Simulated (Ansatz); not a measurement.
# Electron scattering at the Σ9 (221) boundary in fcc Al with Mn (substitutional), part 2 of 2

Wanted: what the Σ9 (221) boundary in fcc Al with Mn (substitutional) costs an interconnect.

Ansatz 0.2.0; Ansatz plane-wave DFT, PBE, PAW files; relaxation of a bicrystal slab with its lowest layers held; PAW set soft_1 (the session's first sound run).

So far: The starting structure; Relaxing the bicrystal.

## (2) Relaxing the bicrystal (continued)

Relaxation path:

```
step  energy less that of the first step (eV)  largest force component (eV/Å)
   1                                   0.0000                          1.1101
   2                                  -0.7118                          0.7847
   3                                  -1.1190                          0.4671
   4                                  -1.3557                          0.1235
   5                                  -1.4856                          0.0643
   6                                  -1.5679                          0.0494
   7                                  -1.6122                          0.0814
   8                                  -1.6181                          0.1309
   9                                  -1.6264                          0.0373
  10                                  -1.6300                          0.0312
  11                                  -1.6352                          0.0480
  12                                  -1.6429                          0.1036
  13                                  -1.6495                          0.1142
  14                                  -1.6566                          0.0739
  15                                  -1.6575                          0.0285
  16                                  -1.6575                          0.0282
```

The run keeps the 2 symmetry operations that it works with, so distortions that break them were not tested.

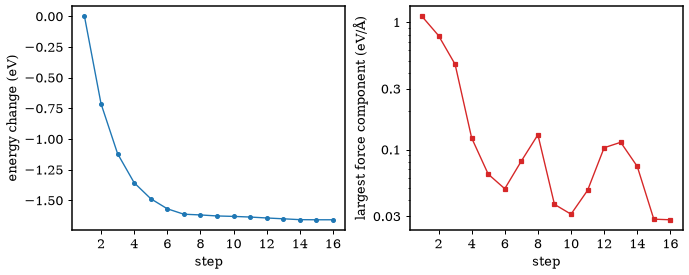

Energy and largest force along the relaxation.

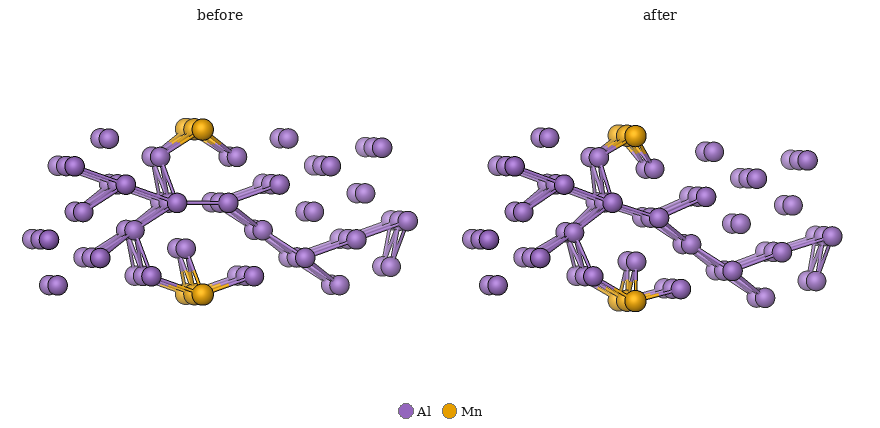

Before and after, at one scale. Bonds to atoms that aren't drawn are left out.

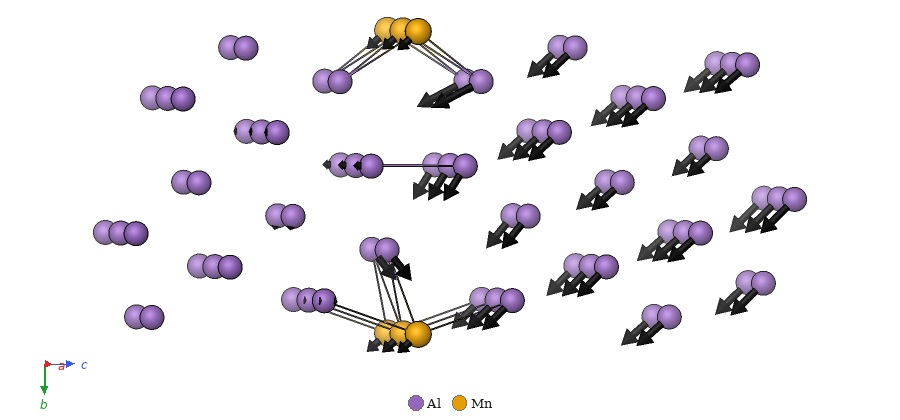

Displacements in the relaxation, scaled; the longest in the cell stands for 1.35 Å. 2×1×1 cells are drawn. Some periodic images of atoms are drawn too.

The atoms that moved most (Å):

| atom | dx | dy | dz | length |
| --- | --- | --- | --- | --- |
| Al15 | 0.000 | 0.626 | -1.201 | 1.354 |
| Al28 | 0.000 | 0.802 | -0.816 | 1.144 |
| Al27 | 0.000 | 0.745 | -0.772 | 1.073 |
| Al19 | 0.000 | 0.697 | -0.761 | 1.032 |
| Al24 | 0.000 | 0.666 | -0.763 | 1.013 |
| Al26 | 0.000 | 0.659 | -0.765 | 1.010 |
| Al23 | 0.000 | 0.663 | -0.761 | 1.009 |
| Al22 | 0.000 | 0.654 | -0.736 | 0.984 |

The relaxed structure:

```cif
data_structure
_symmetry_space_group_name_H-M 'P 1'
_symmetry_Int_Tables_number 1
_cell_length_a 2.8623
_cell_length_b 8.5870
_cell_length_c 29.8905
_cell_angle_alpha 90.000
_cell_angle_beta 90.000
_cell_angle_gamma 90.000
_cell_volume 734.68
loop_
_atom_site_label
_atom_site_type_symbol
_atom_site_fract_x
_atom_site_fract_y
_atom_site_fract_z
_atom_site_occupancy
Al1 Al 0.00000 0.66667 0.16728 1
Al2 Al 0.50000 0.94444 0.18985 1
Al3 Al 0.00000 0.22222 0.21242 1
Al4 Al 0.50000 0.50000 0.23499 1
Al5 Al 0.00000 0.77778 0.25756 1
Al6 Al 0.50000 0.05093 0.28044 1
Al7 Al 0.00000 0.33312 0.29960 1
Al8 Al 0.50000 0.62469 0.32442 1
Al9 Al 0.00000 0.88970 0.35113 1
Al10 Al 0.50000 0.16954 0.36832 1
Al11 Al 0.00000 0.44365 0.38501 1
Al12 Al 0.50000 0.80186 0.43389 1
Mn13 Mn 0.00000 0.03935 0.42536 1
Al14 Al 0.00000 0.53561 0.46683 1
Al15 Al 0.50000 0.23961 0.46568 1
Al16 Al 0.00000 0.96669 0.50535 1
Al17 Al 0.50000 0.69703 0.53070 1
Al18 Al 0.00000 0.40867 0.54967 1
Al19 Al 0.50000 0.13668 0.57067 1
Al20 Al 0.00000 0.85718 0.59635 1
Al21 Al 0.50000 0.57302 0.61787 1
Al22 Al 0.00000 0.29835 0.63923 1
Al23 Al 0.50000 0.02166 0.66096 1
Al24 Al 0.00000 0.74420 0.68345 1
Al25 Al 0.50000 0.46165 0.70952 1
Al26 Al 0.00000 0.18785 0.72853 1
Al27 Al 0.50000 0.92008 0.75088 1
Al28 Al 0.00000 0.64896 0.77196 1
```

This step gave:

| Quantity | Value |
| --- | --- |
| free energy | -18408.3952 eV |
| energy at zero smearing | -18408.1638 eV |
| Fermi energy | 3.575 eV |

The largest force component on a free atom ends at 0.028 eV/Å, under the tolerance of 0.03, after 16 steps.

## (3) Transmission across the boundary

This step: Ansatz plane-wave DFT, PBE, PAW files; ballistic transport by layer matching (Landauer), zero bias; boundary relaxed in a short slab, bulk layers laid on; PAW set soft_1 (Ansatz 0.2.0).

System of this step: Σ9 (221) boundary in fcc Al with Mn (substitutional). The cell holds 64 atoms: 63 Al and 1 Mn. Cell: a = 2.862 Å, b = 8.587 Å, c = 50.479 Å, α = 90.0°, β = 90.0°, γ = 90.0°. It derives from Al. Regions: lower grain, 26 atoms (26 Al); boundary, 17 atoms (16 Al and 1 Mn); upper grain, 21 atoms (21 Al). Vacuum lies along c.

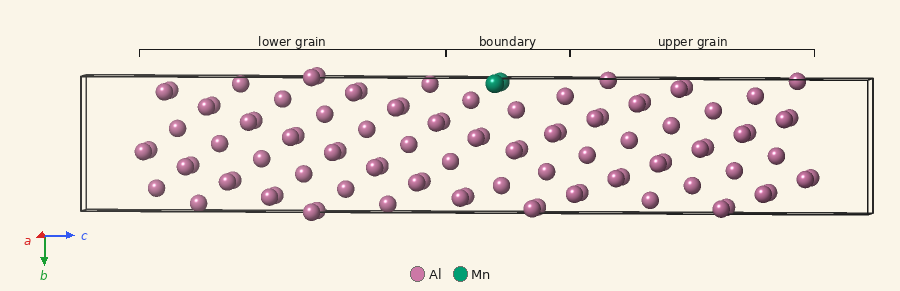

The cell of this step (aluminium pink, manganese teal). Some periodic images of atoms are drawn too.

input.yaml reads:

```yaml
crystal:
  lattice:
    - [2.862347037, 0.0, 0.0]
    - [0.0, 8.5870411111, 0.0]
    - [0.0, 0.0, 50.4790462141]
  atoms:
    - { symbol: Al, position: [-17.0, -9.4444444443, 0.0792407999] }
    - { symbol: Al, position: [-16.5, -9.1666666666, 0.0926059824] }
    - { symbol: Al, position: [-16.0, -8.8888888888, 0.105971165] }
    - { symbol: Al, position: [-15.5, -8.611111111, 0.1193363475] }
    - { symbol: Al, position: [-15.0, -8.3333333332, 0.13270153] }
    - { symbol: Al, position: [-14.5, -8.0555555555, 0.1460667126] }
    - { symbol: Al, position: [-14.0, -7.7777777777, 0.1594318951] }
    - { symbol: Al, position: [-13.5, -7.4999999999, 0.1727970776] }
    - { symbol: Al, position: [-13.0, -7.2222222221, 0.1861622602] }
    - { symbol: Al, position: [-12.5, -6.9444444444, 0.1995274427] }
    - { symbol: Al, position: [-12.0, -6.6666666666, 0.2128926252] }
    - { symbol: Al, position: [-11.5, -6.3888888888, 0.2262578077] }
    - { symbol: Al, position: [-11.0, -6.111111111, 0.2396229903] }
    - { symbol: Al, position: [-10.5, -5.8333333333, 0.2529881728] }
    - { symbol: Al, position: [-10.0, -5.5555555555, 0.2663533553] }
    - { symbol: Al, position: [-9.5, -5.2777777777, 0.2797185379] }
    - { symbol: Al, position: [-9.0, -4.9999999999, 0.2930837204] }
    - { symbol: Al, position: [-8.5, -4.7222222222, 0.3064489029] }
    - { symbol: Al, position: [-8.0, -4.4444444444, 0.3198140855] }
    - { symbol: Al, position: [-7.5, -4.1666666666, 0.333179268] }
    - { symbol: Al, position: [-7.0, -3.8888888888, 0.3465444505] }
    - { symbol: Al, position: [-6.5, -3.6111111111, 0.3599096331] }
    - { symbol: Al, position: [-6.0, -3.3333333333, 0.3732748156] }
    - { symbol: Al, position: [-5.5, -3.0555555555, 0.3866399981] }
    - { symbol: Al, position: [-5.0, -2.7777777777, 0.4000051807] }
    - { symbol: Al, position: [-4.5, -2.5, 0.4133703632] }
    - { symbol: Al, position: [0.0, 0.7777777778, 0.4267355457] }
    - { symbol: Al, position: [0.5, 0.0509303893, 0.4402856701] }
    - { symbol: Al, position: [1.0, 0.3331247969, 0.4516256134] }
    - { symbol: Al, position: [0.5, 0.6246915925, 0.4663264931] }
    - { symbol: Al, position: [0.0, 0.8897047441, 0.4821426964] }
    - { symbol: Al, position: [0.5, 0.1695404403, 0.4923184454] }
    - { symbol: Al, position: [0.0, 0.4436531511, 0.5022047875] }
    - { symbol: Al, position: [0.5, 0.8018646911, 0.5311483058] }
    - { symbol: Mn, position: [0.0, 0.0393539507, 0.5260935091] }
    - { symbol: Al, position: [0.0, 0.5356080283, 0.5506508106] }
    - { symbol: Al, position: [0.5, 0.2396119394, 0.5499693555] }
    - { symbol: Al, position: [0.0, 0.9666911367, 0.5734592069] }
    - { symbol: Al, position: [0.5, 0.6970268287, 0.588469006] }
    - { symbol: Al, position: [1.0, 0.4086658149, 0.5997068188] }
    - { symbol: Al, position: [0.5, 0.1366758852, 0.612141236] }
    - { symbol: Al, position: [0.0, 0.8571835096, 0.6273466464] }
    - { symbol: Al, position: [0.5, 0.5730170668, 0.6400903669] }
    - { symbol: Al, position: [-5.0, -2.7047607109, 0.6534555495] }
    - { symbol: Al, position: [-5.5, -2.9825384887, 0.666820732] }
    - { symbol: Al, position: [-6.0, -3.2603162665, 0.6801859145] }
    - { symbol: Al, position: [-6.5, -3.5380940443, 0.6935510971] }
    - { symbol: Al, position: [-7.0, -3.815871822, 0.7069162796] }
    - { symbol: Al, position: [-7.5, -4.0936495998, 0.7202814621] }
    - { symbol: Al, position: [-8.0, -4.3714273776, 0.7336466447] }
    - { symbol: Al, position: [-8.5, -4.6492051554, 0.7470118272] }
    - { symbol: Al, position: [-9.0, -4.9269829331, 0.7603770097] }
    - { symbol: Al, position: [-9.5, -5.2047607109, 0.7737421923] }
    - { symbol: Al, position: [-10.0, -5.4825384887, 0.7871073748] }
    - { symbol: Al, position: [-10.5, -5.7603162665, 0.8004725573] }
    - { symbol: Al, position: [-11.0, -6.0380940442, 0.8138377398] }
    - { symbol: Al, position: [-11.5, -6.315871822, 0.8272029224] }
    - { symbol: Al, position: [-12.0, -6.5936495998, 0.8405681049] }
    - { symbol: Al, position: [-12.5, -6.8714273776, 0.8539332874] }
    - { symbol: Al, position: [-13.0, -7.1492051553, 0.86729847] }
    - { symbol: Al, position: [-13.5, -7.4269829331, 0.8806636525] }
    - { symbol: Al, position: [-14.0, -7.7047607109, 0.894028835] }
    - { symbol: Al, position: [-14.5, -7.9825384887, 0.9073940176] }
    - { symbol: Al, position: [-15.0, -8.2603162664, 0.9207592001] }
kpoints:
  mp_grid: { grid: [9, 3, 1] }
hamiltonian:
  xc: pbe
  pseudopotentials: { kind: paw, azcp: { folder: soft_1 } }
scf:
  occupations: { method: fermi_dirac, width: 0.1 }
output:
  transmission:
    leads: [[14, 15], [52, 53]]
    kmesh: [22, 8]
    e_range: [-0.1, 0.1]
    de: 0.05
  write_potential: true
  write_density: true
  volumetric_format: npy
  elf: true
```

Started as:

```bash
$ ansatz run input.yaml --threads 4 --pin off --max-ram 15360MiB --backend cpu --events-out ev --progress --plain --runs-dir out
```

Numbers of over 12 decimals in the logs are rounded to 6 here.

What it wrote:

```text
[...]
Crystal: 64 atoms, lattice volume = 1240.729 Å³
Basis set: ecut = 420 eV, 24229 PW (Γ)
Bands: 166, of which v1, the nominal top of the filled ones, is band 102 counted from 1 (101 counted from 0)
Symmetry: 2 space group operations
[...]
k-points: 10 of 27 (time reversal used)
[...]
SCF iter   1: F=—  HF=-37769.057884 eV  |F-HF|=—  |Δ(HF+E_count)|=         —  Δρ=6.71e-2  dr2=4.59e2  ethr=3.10e-3  ⟨swp⟩=8.0  Hψ=8981  notcnv=0  defer=96
[...]
SCF iter  13: F=-37758.183306 eV  HF=-37758.183306 eV  |F-HF|=1.34e-8  |Δ(HF+E_count)|=   2.08e-9  Δρ=8.05e-7  dr2=1.50e-8  ethr=4.90e-11  ⟨swp⟩=32.1  Hψ=10137  notcnv=0
SCF 1 converged in 13 iterations: F = -37758.183306 eV  dr2 = 1.50e-8
[...]
transmission: 234 of 2340 steps passed
transmission: 468 of 2340 steps passed
[...]
transmission: 2340 of 2340 steps passed
WARN: The output density's exchange-correlation potential varies sharply where the density is thin. Do not read a vacuum level from v_tot or v_xc, or from such a field of the output density. On a cell that repeats whose density bears no net charge and no dipole along the vacuum's axis use v_es (v_loc + v_h of the components); under efield.dipole_correction with no amplitude use v_es + v_field, which holds any externa [...]
SCF converged after 13 iterations
Free energy (F): -37758.183306 eV
[...]
Internal energy: -37757.101924 eV  (E = F + TS)
E sigma→0 (E₀):  -37757.642615 eV
Entropy (-TS):   -1.081382 eV (-16.897 meV/atom)
Fermi energy:    6.237208 eV
[...]
--- Band table (eV; the first three rows and the last of 10) ---
  k-point 0: bands = [... 98 lower, 6.1478, 6.1553, 6.2709, 6.3254, 6.3696, 6.5159, 6.5689, 6.6615, ... 60 higher]
  k-point 1: bands = [... 98 lower, 6.3928, 6.4985, 6.5641, 6.6849, 6.7954, 6.8451, 6.9767, 7.0492, ... 60 higher]
  k-point 2: bands = [... 98 lower, 6.2143, 6.2723, 6.3379, 6.3900, 6.5360, 6.6792, 6.7659, 6.8829, ... 60 higher]
  k-point 9: bands = [... 98 lower, 5.2929, 5.3693, 5.4051, 5.4585, 5.5431, 5.5999, 5.6546, 5.7214, ... 60 higher]
--- Transmission ---
  basis      : 217 plane waves across, 39 finite elements along
  points     : 60, standing for a mesh of 22 x 8
  energies   : 5 from -0.100000 to 0.100000 eV about the Fermi level, 0.050000 eV apart; the leads are filled to 0.000000 eV, and channels, transmission and decay are at 0.000000 eV
  crystal 0  : Al4, at the sites [14, 15], period 2.6986 Å, over 18.22 Å; its Hamiltonian steps by up to 36.4 meV: too much for a lead, lay more layers or, if its atoms are ordered, name the step of that order
    offset         : up to 0.0000 Å between an atom of the period and one for which it stands
    channels       : 4.664773e0 a spin
    conductance    : none, the energies end too early or step too widely for 300 K: set another output.transmission.e_range or a lower de, or, where they end at an eighth of basis.ecutwfc, a higher one
[...]
channels       : 4.551136e0 a spin
[...]
junction   : crystal 0 to crystal 1, 13.11 to 37.37 Å
    transmission   : 2.318160e0 a spin
[...]
```

Elapsed: 8.8 min, on 4 threads of Arm Neoverse V1, shared host; peak memory 5 GiB.

The column dr2 measures how far the density is from self-consistency, as an energy; F and HF (Harris–Foulkes) agree once it is small.

Numbers from this step:

```yaml
free_energy: -37758.1833 eV
energy_at_zero_smearing: -37757.6426 eV
fermi_energy: 6.237 eV
cell_area: 24.58 Å²
transmission_per_spin_nearest_the_fermi_level: 2.318
open_channels_per_spin_nearest_the_fermi_level: 4.665
open_channels_per_spin_upper_lead: 4.551
step_of_the_lead_s_potential: 36.4 meV
step_of_the_upper_lead_s_potential: 33.4 meV
```

Per spin. The transmission, zone mean by energy, zero at the Fermi level:

| energy (eV) | transmission, zone mean |
| --- | --- |
| -0.1000 | 2.19 |
| -0.0500 | 2.26 |
| 0.0000 | 2.32 |
| 0.0500 | 2.39 |
| 0.1000 | 2.41 |

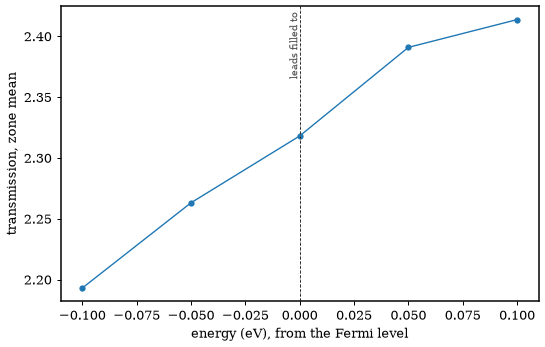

Transmission, zone mean against energy.

Per spin. The open channels, zone mean by energy, zero at the Fermi level:

| energy (eV) | lead | upper lead |
| --- | --- | --- |
| -0.1000 | 4.46 | 4.48 |
| -0.0500 | 4.57 | 4.55 |
| 0.0000 | 4.66 | 4.55 |
| 0.0500 | 4.72 | 4.72 |
| 0.1000 | 4.77 | 4.74 |

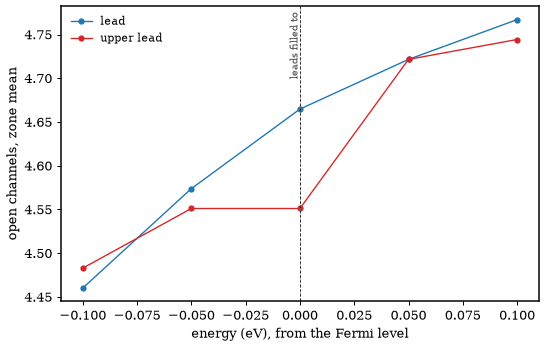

Open channels, zone mean against energy.

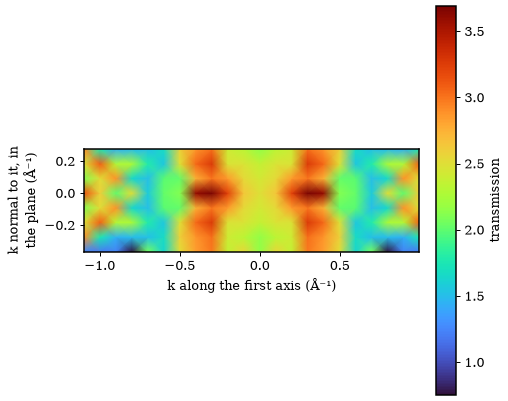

Transmission over k1 and k2. At 0.0000 eV from the Fermi level.

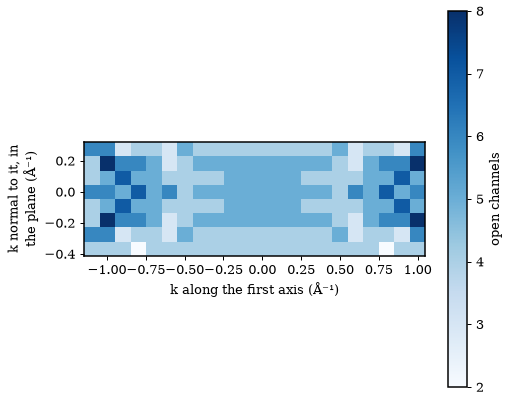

Open channels over k1 and k2. At 0.0000 eV from the Fermi level.

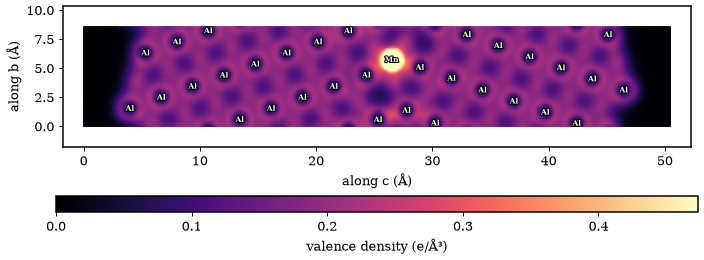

Valence density in the cb plane at fractional x = 0.000, with atoms of Al and Mn within 0.2 Å of it. It is the smooth field of the valence electrons, not physical close to the nuclei. The map starts off the cell's origin, so that atoms lie inside it.

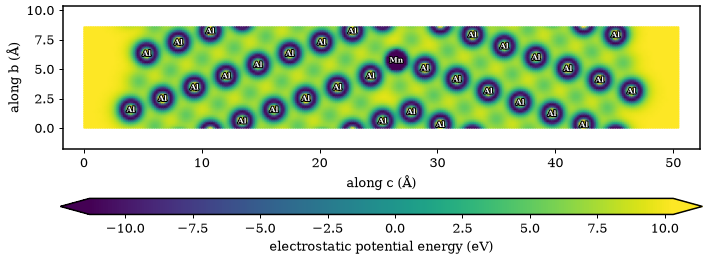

Electrostatic potential energy in the cb plane at fractional x = 0.000, with atoms of Al and Mn within 0.2 Å of it. With pseudopotentials it is smooth inside the atoms' cores, unlike the true potential. The map starts off the cell's origin, so that atoms lie inside it.

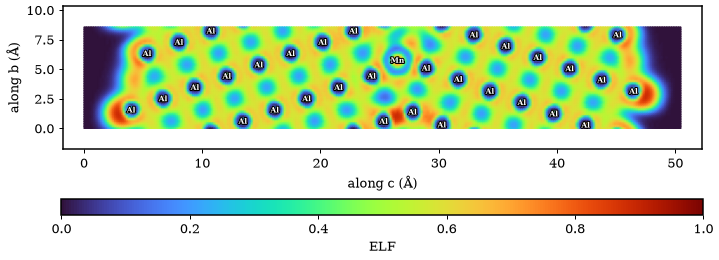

ELF in the cb plane at fractional x = 0.000, with atoms of Al and Mn within 0.2 Å of it. It is the smooth field of the valence electrons, not physical close to the nuclei. The map starts off the cell's origin, so that atoms lie inside it.

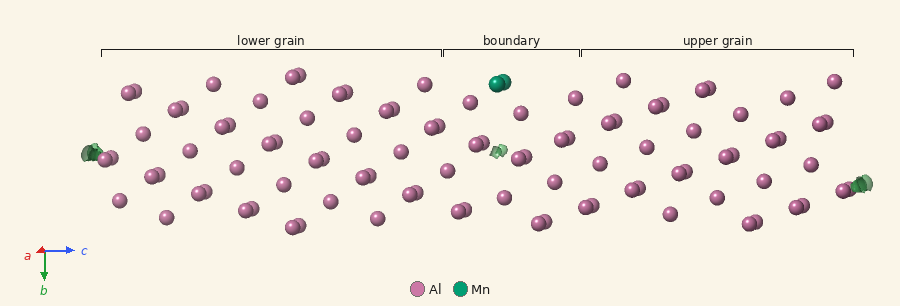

Surface of ELF = 0.85.

Over the solved energies the transmission per spin lies between 2.19 and 2.41, out of 4.64 channels of the lead on average (up to 4.77). The log calls the step of a lead's potential too much.

## (4) Specific resistance

This step: Ansatz plane-wave DFT, PBE, PAW files; ballistic transport by layer matching (Landauer), zero bias; specific resistance of the boundary; PAW set soft_1 (Ansatz 0.2.0).

Numbers from this step:

| Property | Result |
| --- | --- |
| area resistance | 0.6837 fΩ m² |
| T over the leads' mean channel count | 0.5008 |

Averaged over the energies near the Fermi level, 50.1 % of the channels pass, which makes 0.684 fΩ m².

By hand, with T and the leads' channels N averaged over the energies near the Fermi level: RA = A (h/2e²)(1/T − ½[1/N₁ + 1/N₂]) = 24.58×10⁻²⁰ m² × 12 906 Ω × (1/2.316 − ½[1/4.638 + 1/4.610]) = 0.684 fΩ m².

## (5) What came out

```yaml
specific_resistance_of_the_boundary: 0.684 fΩ m²
share_of_channels_that_pass: 0.501
```

In words: The boundary has a specific resistance of 0.68 fΩ m². The boundary reflects 50 % of the channels; 0.68 fΩ m² is 6.8×10⁻¹² Ω·cm². That equals the resistance of 25 nm of bulk Al at 300 K (measured 2.733 µΩ cm, CRC Handbook of Chemistry and Physics, 84th ed., 2003, Electrical Resistivity of Pure Metals). One Mn in 24.6 Å² of boundary is a high coverage. In the relaxation the upper grain slid sideways by about 0.7 Å, so the result belongs to the position that it found, not to the starting one. Each plane of this narrow cell holds one atom, so the solute fills a whole plane. One starting structure was relaxed; another shift or atom count at the boundary may lie lower. The runs have no spin polarisation, although Mn can order magnetically, which would change the channels. A lead's potential steps by up to 36 meV from period to period, which the log calls too much, so longer leads could move the result.

[Logs are printed without paths, hosts, clocks, repeated set-up lines and the standing remarks that a program may print on its own settings, such as how far it seeks lower states.]

[Hosts, paths, dates, database ids (printed as entryN), source tags and the programs' standing remarks are cut or masked in the printed files.]
